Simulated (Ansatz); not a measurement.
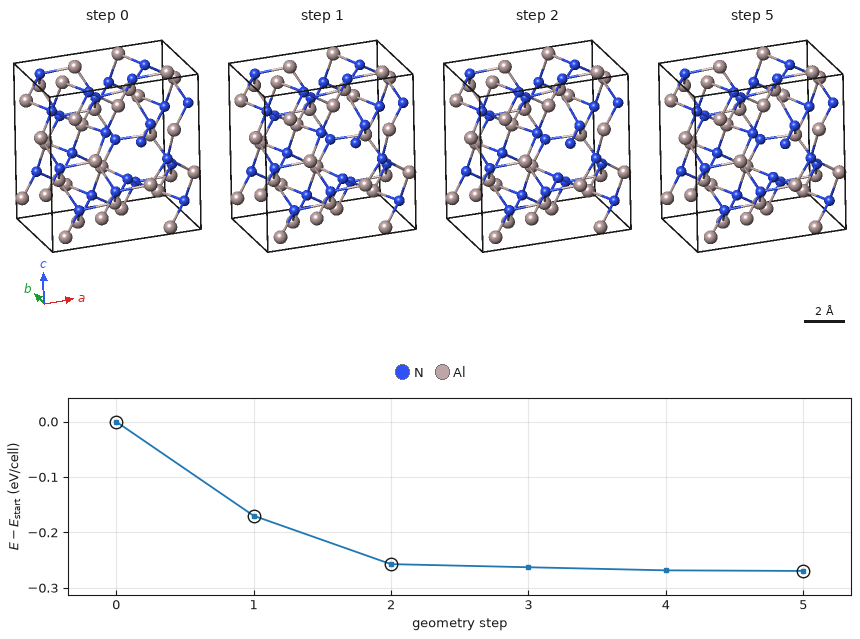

Frames of a relaxation of a defect cell of composition Al₂₃N₂₅ (cell charge +1), marked on the history of the run. The picture is a ball-and-stick view of the cell of the calculation, seen slightly off an axis.

Case: N on a Al site (b), charge +1, atoms relaxed at the host's cell.

Method: DFT PBE, scalar-relativistic, plane waves, PAW (Ansatz 0.2.0). Set-up: plane-wave cutoff 420 eV; k-point mesh 2 × 2 × 2; occupations gaussian; smearing width 0.01 eV; mesh shifted by (0.5, 0.5, 0.5); collinear spin; atoms relaxed in a fixed cell; force threshold 0.025 eV/Å; at most 45 steps.

What happens along the run?

The atom that moves furthest is an N atom (0.13 Å along [−1 −1 −1]). By element the largest moves are N 0.13 Å, Al 0.03 Å. The lattice vectors keep their values. Some distances before and after: Al–N 1.865 → 1.916 Å, Al–N 1.842 → 1.892 Å, Al–N 2.091 → 2.116 Å, Al–N 1.885 → 1.899 Å. Bond angles that change, for instance: N–Al–N 115.6° → 112.0°, N–Al–N 107.3° → 110.7°, Al–N–Al 118.2° → 115.0°. After 5 geometry steps the energy has fallen by 0.269 eV per cell of the calculation. Largest force component: 1.6 eV/Å at the start, 0.012 eV/Å at the end. The program noted that the starting moments weren't kept. Cost: 2.5 min on 4 threads of Arm Neoverse V1, with other jobs on the host, peak memory 1.6 GiB. From step 0 to 1: an N atom moves most (0.07 Å), energy −0.170 eV per cell of the calculation. From step 1 to 2: N atoms move most (0.07 Å), energy −87.4 meV per cell of the calculation. From step 2 to 5: N atoms move most (0.03 Å), energy −12.3 meV per cell of the calculation.

Limits of the set-up: the periodic images lie only 8.0 Å apart, so the values are limited by the cell's size; the cell is charged, on a uniform background, and energies carry no finite-size correction.
